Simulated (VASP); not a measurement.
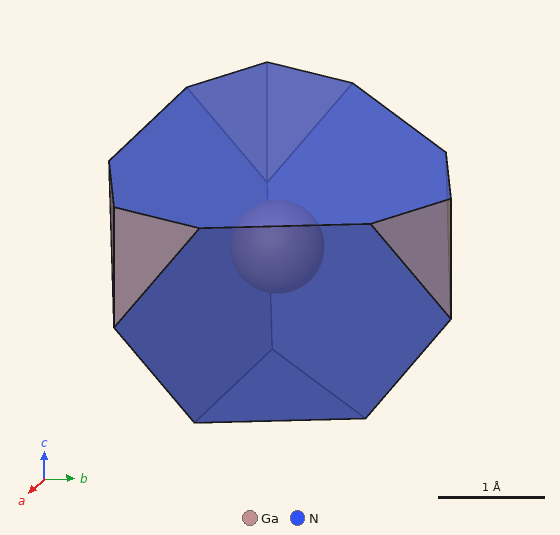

The polyhedron is the computed Voronoi (Dirichlet) cell of the central atom: each face lies in the plane that bisects the line to a neighbour. Central atom: Ga (2b) in GaN; faces take the colour of the neighbour behind them. Source: the geometry relaxed with VASP Kohn-Sham DFT of a periodic cell, PBEsol, VASP PAW PBE potentials, recommended in VASP 6.6.1.

GaN, space group P6_3mc (No. 186), a = 3.180 Å, b = 3.180 Å, c = 5.183 Å, α = 90.00°, β = 90.00°, γ = 120.00°

| site | Wyckoff | x | y | z |
| --- | --- | --- | --- | --- |
| Ga | 2b | 0.6667 | 0.3333 | 0.4993 |
| N | 2b | 0.6667 | 0.3333 | 0.8757 |

Q: What is the volume of this Voronoi cell?

A: 11.4 Å³, equal to the mean volume per atom.

Q: Tabulate the neighbours by distance and solid angle.

A:
| neighbour | faces | distance (Å) | solid angle (% of sphere) |
| --- | --- | --- | --- |
| N | 4 | 1.94 | 89.6 |
| Ga | 6 | 3.18 | 7.4 |
| N | 1 | 3.23 | 3.1 |
